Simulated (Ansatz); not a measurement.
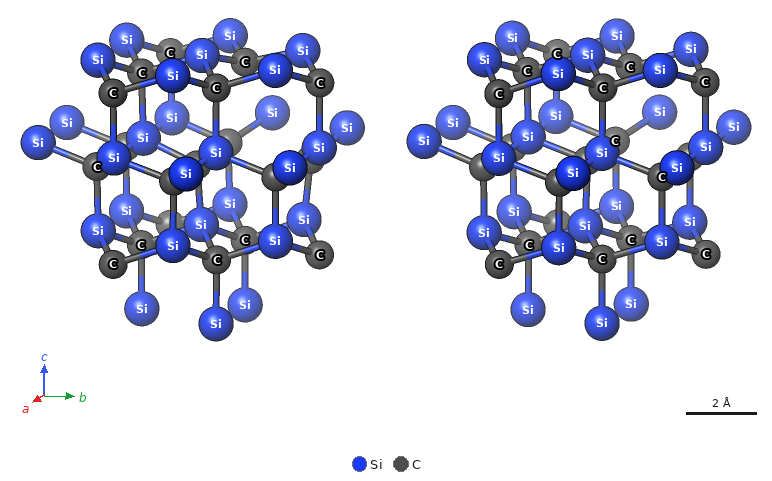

Two geometries of a defect cell of composition Si₄₇C₄₈ (cell charge −4), drawn at one scale. One is the start of a relaxation, the other its converged end. Style: ball-and-stick. Shown: the atoms within 5.0 Å of the atom that moves most (axes of the cell of the calculation (origin shifted)), slightly off an axis.

These are results of DFT, PBEsol, PAW, plane waves (Ansatz 0.2.0), not measurements. Set-up: plane-wave cutoff 420 eV; k-point mesh 1 × 1 × 1; mesh shifted by (0.25, 0.25, 0.25); no spin polarisation; atoms relaxed in a fixed cell; force threshold 0.03 eV/Å; at most 80 steps.

Q: Which geometry has the lower energy?

A: The left one is the relaxed one. The atoms of the start lie slightly off their symmetric places, so part of the fall in energy undoes that. The atom that moves furthest is a C atom (0.22 Å along [2 −1 −1]). Largest moves by element: C 0.22 Å, Si 0.08 Å. The cell doesn't change. Among the contacts that change: C–Si 1.934 → 1.782 Å, C–Si 1.910 → 1.784 Å, C–Si 1.889 → 1.777 Å, C–Si 1.816 → 1.922 Å. Bond angles that change, for instance: C–Si–C 107.5° → 117.6°, Si–C–Si 106.4° → 114.1°, Si–C–Si 107.5° → 114.7°. Over 4 geometry steps the energy falls by 3.403 eV per cell of the calculation. Largest force component: 3.3 eV/Å at the start, 0.025 eV/Å at the end.

Limits of the set-up: the cell is charged, on a uniform background, and energies carry no finite-size correction.
